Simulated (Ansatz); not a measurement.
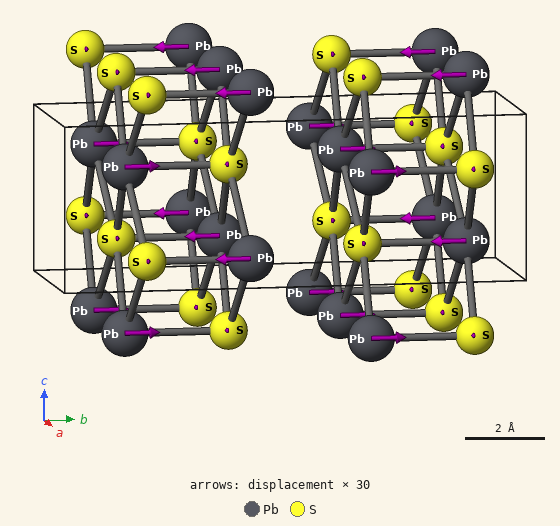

A relaxation of a crystal of PbS (built on the database_63 type). The starting structure is drawn; purple arrows show the displacements (the part carried along by the change of the cell is left out), 30 times their true length.

Style: ball-and-stick. Shown: the conventional cell (2 times the calculation's cell), slightly off an axis. Lengths and directions refer to the drawn axes.

Case: structure listed in a database for this formula (Cmcm, No. 63).

These are results of DFT PBE, scalar-relativistic, plane waves, PAW (Ansatz), not measurements.

The input:
```yaml
crystal:
  lattice:
    - [2.079952695, -5.991296865, 0.0]
    - [2.079952695, 5.991296865, 0.0]
    - [0.0, 0.0, 4.27932094]
  atoms:
    - { symbol: Pb, position: [0.86943665, 0.13056335, 0.75] }
    - { symbol: Pb, position: [0.13056335, 0.86943665, 0.25] }
    - { symbol: S, position: [0.64520291, 0.35479709, 0.75] }
    - { symbol: S, position: [0.35479709, 0.64520291, 0.25] }
basis:
  ecutwfc: 420
kpoints:
  mp_grid: { grid: [8, 8, 6] }
hamiltonian:
  xc: pbe
scf:
  occupations: { method: gaussian, width: 0.02 }
output:
  forces: true
  stress: true
  eigenvalues: true
relax:
  adjacent_minimum: "off"
  f_tol: 0.01
  max_steps: 80
  cell: { stress_tol: 0.05 }
```

Command:
```bash
ansatz run input.yaml --threads 1 --pin off --max-ram 2560MiB --backend cpu --events-out ev --progress --plain --runs-dir out
```

Question: What did the optimiser do to the structure, and how much energy did it gain?

Answer: Over 3 accepted moves (4 points after the start) the energy falls by 10.1 meV per cell of the calculation. Largest force component: 0.1 eV/Å at the start, 0.0042 eV/Å at the end. The pressure goes from 1.07 to 0.00 GPa. The SCF was repeated once at an unchanged geometry on a basis and grid sized afresh for the cell, which shifted the energy by 0.4 meV per cell of the calculation at most. The largest moves relative to the cell, 0.031 Å, are those of Pb1 and Pb2. Pb1 goes along +b. By element the largest moves are Pb 0.031 Å, S 0.003 Å. The drawn cell changes as follows: a 4.160 → 4.192 Å (+0.8 %), b 11.983 → 12.226 Å (+2.0 %), c 4.279 → 4.297 Å (+0.4 %); the volume changes by +3.3 %. Among the contacts that change: Pb1–S3 2.687 → 2.707 Å, Pb1–S4 2.989 → 3.006 Å. The space group stays Cmcm (No. 63).
